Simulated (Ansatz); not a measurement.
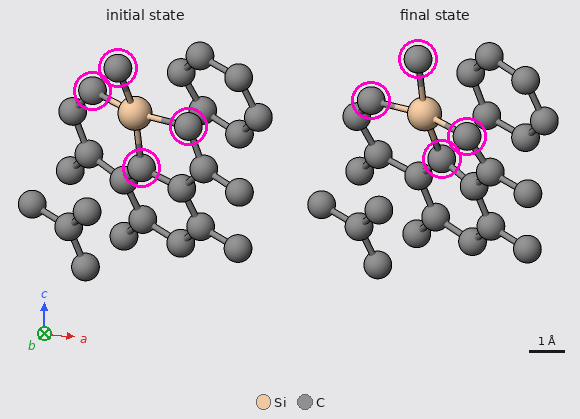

The two relaxed end points of a path for a defect cell of composition SiC₃₀ (31 atoms in the cell). A ball-and-stick model of the atoms within 3.8 Å of the middle of the path, seen along the b axis. The atoms that move most are ringed. Bonds to atoms that aren't drawn are left out.

Level of theory: Ansatz, DFT PBE+D3(BJ), scalar-relativistic, plane waves, PAW.

Settings: plane-wave cutoff 420 eV; k-point mesh 2 × 2 × 2; Gaussian smearing 0.02 eV; 5 movable images; climbing image.

### Predict the minimum-energy path and its barrier.

The two ends have the same energy, and the highest point, image 3, lies 0.32 eV above the start. A C atom travels furthest, 0.49 Å from end to end, along [1 1 1], on a straight line. It doesn't move alone: C (0.49 Å), C (0.49 Å), C (0.49 Å) move with it. The band converged in 4 iterations. The largest component of the band force went from 0.84 to 0.028 eV/Å. The climbing image converged on the top of the path. Its curvatures weren't checked.

Energies of the converged images:

```csv
image,path (Å),E (eV)
0,0.00,0.000
1,0.21,0.036
2,0.42,0.160
3,0.63,0.318
4,0.84,0.158
5,1.05,0.035
6,1.26,0.000
```

The geometry at the top of the path:

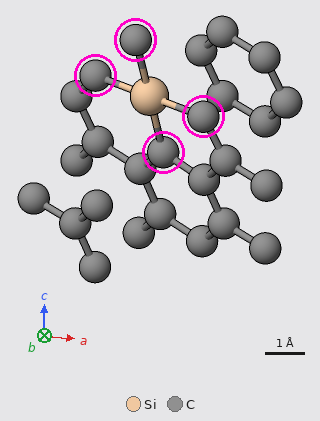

Limits of the set-up: the periodic images lie only 6.6 Å apart, so the values are limited by the cell's size.
